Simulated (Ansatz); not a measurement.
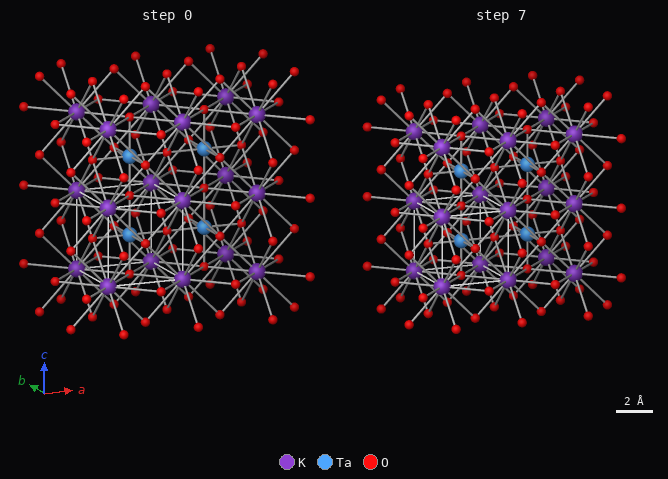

The structure of a crystal of KTaO3 (built on the cubic perovskite type) before (left) and after (right) a relaxation, at one scale.

Style: ball-and-stick. Shown: the cell of the calculation, repeated 2 × 1 × 2 with one cell outlined, slightly off an axis.

These are results of DFT, PBE, plane waves, PAW in Ansatz 0.2.0, not measurements. Settings: plane-wave cutoff 420 eV; k-point mesh 6 × 6 × 6; occupations fermi dirac; smearing width 0.02 eV; no spin polarisation; cell and atoms relaxed; force threshold 0.005 eV/Å.

> Summarise the run.

The atoms keep their places relative to the cell (all moves are under 0.005 Å). The drawn cell changes as follows: a = b = c 4.536 → 4.024 Å (−11.3 %); the volume changes by −30.2 %. Among the contacts that change: K–Ta 3.929 → 3.485 Å, K–O 3.208 → 2.846 Å, O–Ta 2.268 → 2.012 Å. The space group stays Pm-3m (No. 221). Over 5 accepted moves (7 points after the start) the energy falls by 732 meV per atom. All forces vanish by symmetry, so only the cell relaxes. Pressure: −29.66 GPa at the start and 0.00 GPa at the end. At 2 points the geometry stayed and the basis and grid were re-selected for the new cell (energy shift of 3.2 meV per atom at most each time).
